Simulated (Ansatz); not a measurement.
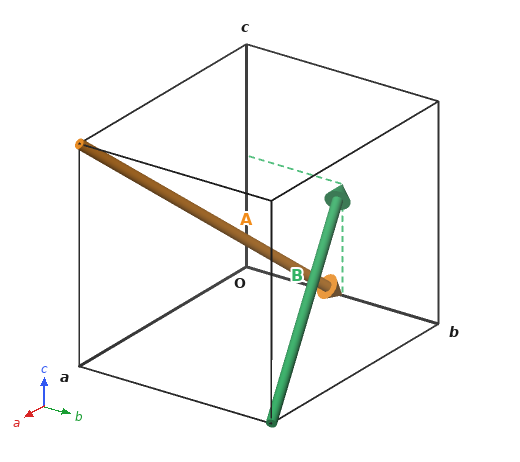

Crystal: Sn₃O₄, the geometry relaxed with DFT PBE, scalar-relativistic, plane waves, PAW in Ansatz 0.2.0. Each arrow starts at a corner of the unit cell and ends on its surface; where a tip isn't a corner, dashed lines run from it parallel to the axes. The drawing is computed from the coordinates (standard cell, symmetry found to 0.002 Å).

a = 7.196 Å, b = 5.845 Å, c = 6.099 Å, α = 90.00°, β = 90.01°, γ = 90.00°.

Question: Give [uvw] of each arrow.

Answer: Arrow A runs from (1, 0, 1) to (0, 1/2, 0), so [−2 1 −2]; Arrow B runs from (1, 1, 0) to (0, 1/2, 1/2), so [−2 −1 1].

Question: How long is the vector ua + vb + wc in each case, and what angles do the directions make?

Answer: A 19.749 Å; B 16.690 Å. A–B: 72.6°.
